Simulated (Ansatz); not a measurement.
System: GaSb₃.

```xyz
4
Lattice="3.0319 0.0000 0.0000 0.0000 3.1951 0.0000 0.0000 0.0000 11.2102" Properties=species:S:1:pos:R:3 pbc="T T T"
Ga    0.0000    0.0000    0.0000
Sb    0.0000    1.5975    2.6447
Sb    0.0000    0.0000    5.6051
Sb    0.0000    1.5975    8.5655
```

Space group Pmmm; a generated structure, not necessarily the stable one.

The calculation used Ansatz 0.2.0, DFT PBE, scalar-relativistic, plane waves, PAW.

Predict the valence pseudo-density and electron localisation function between the atoms.

Answer. Sb–Sb (3.03 Å): ρ is about 0.28 e/Å³ halfway; the ELF reaches about 0.55 near the midpoint.

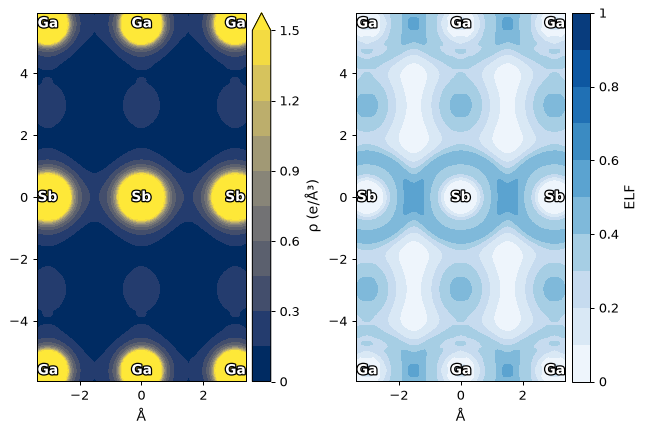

Computed valence pseudo-density and electron localisation function on the (010) plane of the conventional cell, in this order. 

Core electrons are frozen (PAW), and the valence fields are smoothed inside the atomic spheres.
